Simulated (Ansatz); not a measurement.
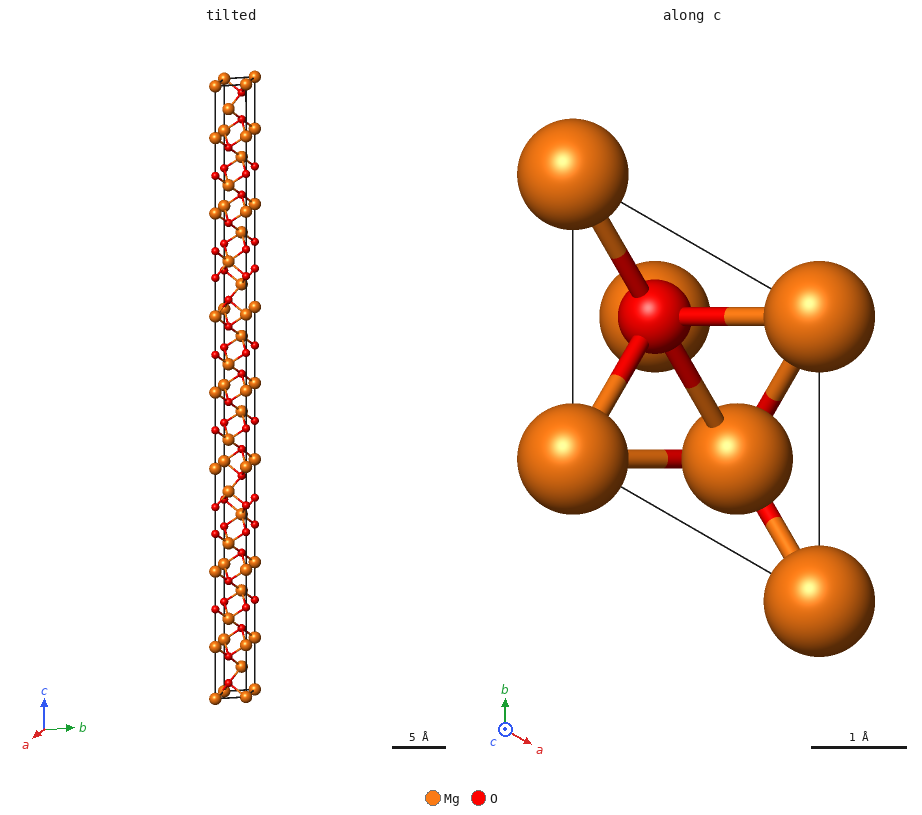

Structure drawing (ball-and-stick), viewed slightly off an axis and along the c axis. The frame is the conventional unit cell; atoms at its boundary are shown with their periodic copies.

Chemical formula MgO. The atoms follow space group R-3m (No. 166); the Bravais lattice is rhombohedral (trigonal R). The cell has 48 atoms, namely 24 Mg, 24 O. Each Mg has six O at about 2.1 Å. O is coordinated by six Mg in an octahedral arrangement at about 2.1 Å. The bonds build a three-dimensional framework.

The structure comes from a structure listed in the Materials Project. What is shown is the relaxed result from DFT, PBE, plane waves, PAW in Ansatz.
